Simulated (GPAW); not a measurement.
## GaN (honeycomb monolayer): G0W0 on several meshes in GPAW

How does the mesh move the gap of GaN (honeycomb monolayer)?

Method: PBE and many-body steps on it, plane waves, in GPAW 26.7.0.

### 1. The starting structure

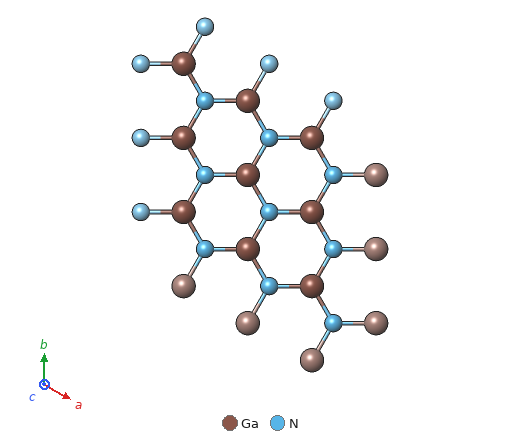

The starting structure, seen from above (gallium brown, nitrogen blue). 3×3×1 cells are drawn. Some periodic images of atoms are drawn too.

The cell holds 2 atoms: 1 Ga and 1 N. Cell: a = 3.263 Å, b = 3.263 Å, c = 11.400 Å, α = 90.0°, β = 90.0°, γ = 120.0°. Vacuum lies along c.

Coordinates:

```cif
data_structure
_symmetry_space_group_name_H-M 'P 1'
_symmetry_Int_Tables_number 1
_cell_length_a 3.2632
_cell_length_b 3.2632
_cell_length_c 11.4000
_cell_angle_alpha 90.000
_cell_angle_beta 90.000
_cell_angle_gamma 120.000
_cell_volume 105.13
loop_
_atom_site_label
_atom_site_type_symbol
_atom_site_fract_x
_atom_site_fract_y
_atom_site_fract_z
_atom_site_occupancy
Ga1 Ga 0.33333 0.66667 0.50000 1
N2 N 0.66667 0.33333 0.49995 1
```

The structure was relaxed with PBE. The runs that relaxed it are not among those shown.

### 2. Empty states on the mesh, 12×12×1 mesh, 248 bands

This step: GPAW 26.7.0; DFT, PBE, plane waves, PAW.

The sums over transitions need many empty states on a uniform mesh; this step solves for them.

Input file run.py:

```python
import json
import numpy as np
from gpaw.mpi import world
from gpaw import GPAW

calc = GPAW('gs.gpw').fixed_density(kpts={'size': (12, 12, 1), 'gamma': True},
    nbands=289,
    convergence={'bands': 248},
    txt='nscf.txt')
calc.write('full.gpw', mode='all')
res = {}
kpts = calc.get_ibz_k_points()
res['kpts'] = kpts
res['eigenvalues'] = [calc.get_eigenvalues(kpt=k) for k in range(len(kpts))]
res['n_electrons'] = calc.get_number_of_electrons()

if world.rank == 0:
    with open('result.json', 'w') as f:
        json.dump(res, f, default=lambda x: x.tolist())
```

The run is started by

```sh
$ mpirun -n 4 gpaw python run.py
```

Numbers of over 12 decimals in the logs are rounded to 6 here.

Output:

```text
Diagonalizing LCAO Hamiltonian
Converting LCAO to pw mode
convergence criteria:
- Maximum integral of absolute [eigenst]ate change: 4e-08 eV^2 / valence electron
maximum number of iterations: 100

SCF iterations
|iter     |     time |      energy | eigst |  dens |
|iter:   1|  |             | +5.17 |       |
|iter:   2|  |             | +3.99 |       |
|iter:   3|  |             | +2.88 |       |
[...]
|iter:  16|  |             | -7.05 |       |
|iter:  17|  |             | -7.34 |       |
|iter:  18|  |             | -7.65c|       |
SCF steps: 18
  __  _  _
 | _ |_)|_||  |
 |__||  | ||/\| - 26.7.0

Input parameters:
  mode=PW(ecut=600.0),
  convergence={'bands': 248},
  gpts=array([20, 20, 70]),
  kpts=MonkhorstPack(size=(12, 12, 1), gamma=True),
  maxiter=100,
  nbands=289,
  occupations=Occupations(name='fermi-dirac', width=0.001, fixmagmom=False),
  parallel={},
  xc=XC(name='PBE')
# Writing to full.gpw (mode='all')
  [... matrices ...]

timing:  # [seconds]
  Total: 0.117  # ━━━━━━━━━━━━━━━━━━━━━━━━━━━━━━━━━━━━━━━━━━━━━━━━━━━━━━━━━━━
```

Elapsed: 3.5 min, on 4 MPI ranks of Arm Neoverse V1, shared host; peak memory 1.2 GiB.

This step gave:

```yaml
gap: 1.888 eV
k_of_the_valence_top: 0.3333, 0.3333, 0
k_of_the_conduction_bottom: 0, 0, 0
least_direct_gap: 2.386 eV
k_points_computed: 19
lowest_point_of_the_top_converged_band_above_the_valence_top: 98.4340 eV
```

On this mesh the gap is 1.888 eV.

### 3. 12×12×1

G0W0 replaces the xc potential by the self-energy, built once from these orbitals. Only a window of levels is corrected, while the sums run over the empty bands that the input names.

This step: G0W0 on PBE, plane waves, PAW.

Input file run.py:

```python
import json
import numpy as np
from gpaw.mpi import world
from gpaw.response.g0w0 import G0W0

gw = G0W0('full.gpw',
    filename='gw',
    kpts=[0, 9],
    bands=(2, 6),
    ecut=60,
    nbands=110,
    truncation='2D',
    integrate_gamma='sphere',
    q0_correction=True,
    frequencies={'type': 'nonlinear', 'domega0': 0.15, 'omega2': 15.0},
    eta=0.1,
    nblocksmax=True)
gw.calculate()
res = {mode: {k: v for k, v in r.items() if k != 'sigma_eskwn'}
       for mode, r in gw.all_results.items()}

if world.rank == 0:
    with open('result.json', 'w') as f:
        json.dump(res, f, default=lambda x: x.tolist())
```

The run is started by

```sh
$ mpirun -n 4 gpaw python run.py
```

Output:

```text
Using integrator: PointIntegrator
NonLinearFrequencyDescriptor(from 0.000 to 76.710 eV, 165 points)
Nonperiodic BCs:  [False False  True]
Using integrator: PointIntegrator
NonLinearFrequencyDescriptor(from 0.000 to 76.710 eV, 165 points)
Nonperiodic BCs:  [False False  True]
Applying analytical 2D correction to W:
    Evaluating Gamma point contribution to W on a 11x11x1 grid
  ___  _ _ _
 |   || | | |
 | | || | | |
 |__ ||_____|
 |___|

BZ k-points: Symmetries present (total): 6

  [... matrices ...]
144 k-points: 12 x 12 x 1 Monkhorst-Pack grid + [1/24,1/24,0.000000]
19 k-points in the irreducible part of the Brillouin zone
       k-points in crystal coordinates                weights
   0:    -0.00000000   -0.00000000    0.00000000          1/144
   1:     0.08333333   -0.00000000    0.00000000          6/144
   2:     0.16666667   -0.08333333    0.00000000          6/144
   3:     0.16666667   -0.00000000    0.00000000          6/144
   4:     0.25000000   -0.08333333    0.00000000         12/144
   5:     0.25000000   -0.00000000    0.00000000          6/144
   6:     0.33333333   -0.16666667    0.00000000          6/144
   7:     0.33333333   -0.08333333    0.00000000         12/144
   8:     0.33333333   -0.00000000    0.00000000          6/144
   9:     0.33333333    0.33333333    0.00000000          2/144
          ...
  18:     0.50000000    0.50000000    0.00000000          3/144

Distributing spins, k-points and bands (1 x 2 x 4) over 1 process
Number of blocks: 4

Quasi particle states:
k-points (IBZ indices): [0, 9]
Band range: (2, 6)
  [... matrices ...]
Computational parameters:
Plane wave cut-off: 60 eV
Number of bands: 110
Coulomb cutoff: 2D
Broadening: 0.1 eV

fxc modes: GW
Kernel: RPA
Using full-frequency real axis integration
Summing all q:

Calculating screened Coulomb potential
2D Coulomb truncation
NonLinearFrequencyDescriptor(from 0.000 to 76.710 eV, 165 points)
Removing empty qpoint cache files...

Calculating chi0 body with:
    Ground state adapter containing:
    Number of spins: 1
    Number of kpoints: 144
    Number of irreducible kpoints: 19
    Number of completely occupied states: 4
    Number of partially occupied states: 4
    Occupied states memory: 1.708984375 M / cpu

    Linear response parametrization:
    q_c: [-2.0816681711721685e-17, -2.0816681711721685e-17, 0.0]
    Number of frequency points: 165
    Planewave cutoff: 60.0
    Number of bands: 110
    Number of planewaves: 99
    Broadening (eta): 0.1
    comm.size: 4
    kncomm.size: 1
    blockcomm.size: 4

    Memory estimate of potentially large arrays:
        chi0_wGG: 6.168995 M / cpu
Integrating chi0 body.

Symmetries of q_c:
    Direct symmetries (Uq -> q): 6
    Indirect symmetries (TUq -> q): 6
In total 12 allowed symmetries.

  [... matrices ...]
19 groups of equivalent kpoints. 86.805556% reduction.

Integral kind: spectral function
Integrating chi0 head and wings.

Symmetries of q_c:
    Direct symmetries (Uq -> q): 6
    Indirect symmetries (TUq -> q): 6
In total 12 allowed symmetries.

  [... matrices ...]
19 groups of equivalent kpoints. 86.805556% reduction.

Integral kind: spectral function wings

Calculating chi0 body with:
    Ground state adapter containing:
    Number of spins: 1
    Number of kpoints: 144
    Number of irreducible kpoints: 19
    Number of completely occupied states: 4
    Number of partially occupied states: 4
[... the further q-points ...]

Results:
f:      Occupation numbers
eps:     KS-eigenvalues [eV]
vxc:     KS vxc [eV]
exx:     Exact exchange [eV]
sigma:   Self-energies [eV]
dsigma:  Self-energy derivatives
Z:       Renormalization factors
qp:      QP-energies [eV]

k-point 0 (0): (-0.000, -0.000, 0.000)                GW
band       f     eps     vxc     exx   sigma  dsigma       Z      qp
                                                                   GW
   2   1.000  -3.313 -18.797 -22.089   2.363  -0.318   0.759  -4.017
   3   1.000  -3.313 -18.797 -22.089   2.363  -0.318   0.759  -4.017
   4   0.000  -0.927 -12.648  -8.877  -2.149  -0.233   0.811   0.389
   5   0.000   2.137  -2.992  -1.442  -1.072  -0.106   0.904   2.570

k-point 1 (9): (0.333, 0.333, 0.000)                GW
band       f     eps     vxc     exx   sigma  dsigma       Z      qp
                                                                   GW
   2   1.000  -6.903 -15.059 -19.693   3.215  -0.419   0.704  -7.903
   3   1.000  -2.815 -16.389 -20.262   2.760  -0.349   0.741  -3.639
   4   0.000   2.135  -9.512  -5.143  -2.854  -0.262   0.792   3.336
   5   0.000   4.275 -15.553  -9.733  -3.428  -0.389   0.720   5.996
```

Wall time 2.9 min (4 MPI ranks); peak memory 2 GiB.

This step gave:

* G0W0 gap on the points computed: 4.028 eV
* least direct G0W0 gap on the computed points: 4.406 eV
* Z at the valence top: 0.7412
* Z at the conduction bottom: 0.8109
* starting gap on the mesh: 1.888 eV
* k of the valence top: 0.3333, 0.3333, 0
* k of the conduction bottom: 0, 0, 0

The gap on the mesh goes from 1.89 eV to 4.03 eV, a correction of +2.14 eV.

### 4. Empty states on the mesh, 9×9×1 mesh, 120 bands

This step: DFT, PBE, plane waves, PAW.

Input file run.py:

```python
import json
import numpy as np
from gpaw.mpi import world
from gpaw import GPAW

calc = GPAW('gs.gpw').fixed_density(kpts={'size': (9, 9, 1), 'gamma': True},
    nbands=140,
    convergence={'bands': 120},
    txt='nscf.txt')
calc.write('full.gpw', mode='all')
res = {}
kpts = calc.get_ibz_k_points()
res['kpts'] = kpts
res['eigenvalues'] = [calc.get_eigenvalues(kpt=k) for k in range(len(kpts))]
res['n_electrons'] = calc.get_number_of_electrons()

if world.rank == 0:
    with open('result.json', 'w') as f:
        json.dump(res, f, default=lambda x: x.tolist())
```

The run is started by

```sh
$ mpirun -n 4 gpaw python run.py
```

Output:

```text
Diagonalizing LCAO Hamiltonian
Converting LCAO to pw mode
convergence criteria:
- Maximum integral of absolute [eigenst]ate change: 4e-08 eV^2 / valence electron
maximum number of iterations: 100

SCF iterations
|iter     |     time |      energy | eigst |  dens |
|iter:   1|  |             | +4.77 |       |
|iter:   2|  |             | +3.51 |       |
|iter:   3|  |             | +2.39 |       |
[...]
|iter:  13|  |             | -6.63 |       |
|iter:  14|  |             | -7.18 |       |
|iter:  15|  |             | -7.48c|       |
SCF steps: 15
  __  _  _
 | _ |_)|_||  |
 |__||  | ||/\| - 26.7.0

Input parameters:
  mode=PW(ecut=600.0),
  convergence={'bands': 120},
  gpts=array([20, 20, 70]),
  kpts=MonkhorstPack(size=(9, 9, 1), gamma=True),
  maxiter=100,
  nbands=140,
  occupations=Occupations(name='fermi-dirac', width=0.001, fixmagmom=False),
  parallel={},
  xc=XC(name='PBE')
# Writing to full.gpw (mode='all')
  [... matrices ...]

timing:  # [seconds]
  Total: 0.053  # ━━━━━━━━━━━━━━━━━━━━━━━━━━━━━━━━━━━━━━━━━━━━━━━━━━━━━━━━━━━
```

It took 39 s on 4 MPI ranks; peak memory 0.91 GiB; 2.6 min of CPU time.

This step gave:

```yaml
gap: 1.888 eV
k_of_the_valence_top: 0.3333, 0.3333, 0
k_of_the_conduction_bottom: 0, 0, 0
least_direct_gap: 2.386 eV
k_points_computed: 12
lowest_point_of_the_top_converged_band_above_the_valence_top: 60.3616 eV
```

On this mesh the gap is 1.888 eV.

### 5. 9×9×1

This step: G0W0 on PBE, plane waves, PAW.

Input file run.py:

```python
import json
import numpy as np
from gpaw.mpi import world
from gpaw.response.g0w0 import G0W0

gw = G0W0('full.gpw',
    filename='gw',
    kpts=[0, 6],
    bands=(2, 6),
    ecut=60,
    nbands=110,
    truncation='2D',
    integrate_gamma='sphere',
    q0_correction=True,
    frequencies={'type': 'nonlinear', 'domega0': 0.15, 'omega2': 15.0},
    eta=0.1,
    nblocksmax=True)
gw.calculate()
res = {mode: {k: v for k, v in r.items() if k != 'sigma_eskwn'}
       for mode, r in gw.all_results.items()}

if world.rank == 0:
    with open('result.json', 'w') as f:
        json.dump(res, f, default=lambda x: x.tolist())
```

The run is started by

```sh
$ mpirun -n 4 gpaw python run.py
```

Output:

```text
Using integrator: PointIntegrator
NonLinearFrequencyDescriptor(from 0.000 to 76.710 eV, 165 points)
Nonperiodic BCs:  [False False  True]
Using integrator: PointIntegrator
NonLinearFrequencyDescriptor(from 0.000 to 76.710 eV, 165 points)
Nonperiodic BCs:  [False False  True]
Applying analytical 2D correction to W:
    Evaluating Gamma point contribution to W on a 15x15x1 grid
  ___  _ _ _
 |   || | | |
 | | || | | |
 |__ ||_____|
 |___|

BZ k-points: Symmetries present (total): 6

  [... matrices ...]
81 k-points: 9 x 9 x 1 Monkhorst-Pack grid
12 k-points in the irreducible part of the Brillouin zone
       k-points in crystal coordinates                weights
   0:     0.00000000    0.00000000    0.00000000          1/81
   1:     0.11111111    0.00000000    0.00000000          6/81
   2:     0.22222222   -0.11111111    0.00000000          6/81
[...]
9:     0.44444444    0.00000000    0.00000000          6/81
          ...
  11:     0.44444444    0.44444444    0.00000000          6/81

Distributing spins, k-points and bands (1 x 2 x 4) over 1 process
Number of blocks: 4

Quasi particle states:
k-points (IBZ indices): [0, 6]
Band range: (2, 6)
  [... matrices ...]
Computational parameters:
Plane wave cut-off: 60 eV
Number of bands: 110
Coulomb cutoff: 2D
Broadening: 0.1 eV

fxc modes: GW
Kernel: RPA
Using full-frequency real axis integration
Summing all q:

Calculating screened Coulomb potential
2D Coulomb truncation
NonLinearFrequencyDescriptor(from 0.000 to 76.710 eV, 165 points)
Removing empty qpoint cache files...

Calculating chi0 body with:
    Ground state adapter containing:
    Number of spins: 1
    Number of kpoints: 81
    Number of irreducible kpoints: 12
    Number of completely occupied states: 4
[...]
q_c: [0.0, 0.0, 0.0]
    Number of frequency points: 165
    Planewave cutoff: 60.0
    Number of bands: 110
    Number of planewaves: 99
    Broadening (eta): 0.1
    comm.size: 4
    kncomm.size: 1
    blockcomm.size: 4

    Memory estimate of potentially large arrays:
        chi0_wGG: 6.168995 M / cpu
Integrating chi0 body.

Symmetries of q_c:
    Direct symmetries (Uq -> q): 6
    Indirect symmetries (TUq -> q): 6
In total 12 allowed symmetries.

  [... matrices ...]
12 groups of equivalent kpoints. 85.185185% reduction.

Integral kind: spectral function
Integrating chi0 head and wings.

Symmetries of q_c:
    Direct symmetries (Uq -> q): 6
    Indirect symmetries (TUq -> q): 6
In total 12 allowed symmetries.

  [... matrices ...]
12 groups of equivalent kpoints. 85.185185% reduction.

Integral kind: spectral function wings

Calculating chi0 body with:
    Ground state adapter containing:
    Number of spins: 1
    Number of kpoints: 81
    Number of irreducible kpoints: 12
    Number of completely occupied states: 4
    Number of partially occupied states: 4
    Occupied states memory: 1.708984375 M / cpu

[... the further q-points ...]

Results:
f:      Occupation numbers
eps:     KS-eigenvalues [eV]
vxc:     KS vxc [eV]
exx:     Exact exchange [eV]
sigma:   Self-energies [eV]
dsigma:  Self-energy derivatives
Z:       Renormalization factors
qp:      QP-energies [eV]

k-point 0 (0): (0.000, 0.000, 0.000)                GW
band       f     eps     vxc     exx   sigma  dsigma       Z      qp
                                                                   GW
   2   1.000  -3.313 -18.797 -22.099   2.342  -0.316   0.760  -4.042
   3   1.000  -3.313 -18.797 -22.099   2.342  -0.316   0.760  -4.042
   4   0.000  -0.927 -12.648  -8.861  -2.139  -0.231   0.812   0.413
[...]
k-point 1 (6): (0.333, 0.333, 0.000)                GW
band       f     eps     vxc     exx   sigma  dsigma       Z      qp
                                                                   GW
[...]
4   0.000   2.135  -9.512  -5.143  -2.831  -0.254   0.798   3.362
   5   0.000   4.275 -15.553  -9.734  -3.401  -0.383   0.723   6.023
```

It took 68 s on 4 MPI ranks; peak memory 1.6 GiB; 4.5 min of CPU time.

Numbers from this step:

- G0W0 gap on the points computed: 4.073 eV
- least direct G0W0 gap on the computed points: 4.454 eV
- Z at the valence top: 0.7423
- Z at the conduction bottom: 0.8123
- starting gap on the mesh: 1.888 eV
- k of the valence top: 0.3333, 0.3333, 0
- k of the conduction bottom: 0, 0, 0

Against G0W0 in GPAW (12×12×1 mesh, 110 bands, screening to 60 eV, full frequency, Hilbert transform), the gap moves by +0.045 eV.

### 6. The runs together

Times are wall times on 4 MPI ranks of Arm Neoverse V1, shared host, good to a factor of about two.

```csv
run,mesh,bands,screening cutoff (eV),DFT gap (eV),gap on the mesh (eV),direct (eV),time
12×12×1,12×12×1,110,60,1.888,4.028,4.406,2.9 min
9×9×1,9×9×1,110,60,1.888,4.073,4.454,68 s
```

### 7. Outcome

```
12×12×1      : 4.028 eV
9×9×1        : 4.073 eV
known limits : not at the basis limit; no spin-orbit coupling
```

In words: 9×9×1: +0.045 eV against 12×12×1. Bands and cutoff are finite, so the gap is not at the basis limit. The miss can reach some tenths of an eV and take either sign; the mesh is an error of its own. These stock PAW sets were not made for GW; the filled d or f shell of Ga lies in the frozen core, which bears on start and correction. In the G0W0 runs levels were corrected at 2 k points alone, so a gap called «on the mesh» is the least over those, and an edge elsewhere would be missed. The many-body steps are scalar-relativistic: spin-orbit coupling is not in them.

[Paths, hosts, dates, memory and timing lines, banners, echoed tables and standing remarks are left out of the program output.]

[Logs are printed without paths, hosts, clocks, repeated set-up lines and the standing remarks that a program may print on its own settings, such as how far it seeks lower states.]

[Runs of the session that timed out or met a known fault of the program may be left out.]

[Hosts, paths, dates, database ids (printed as entryN), source tags and the programs' standing remarks are cut or masked in the printed files.]
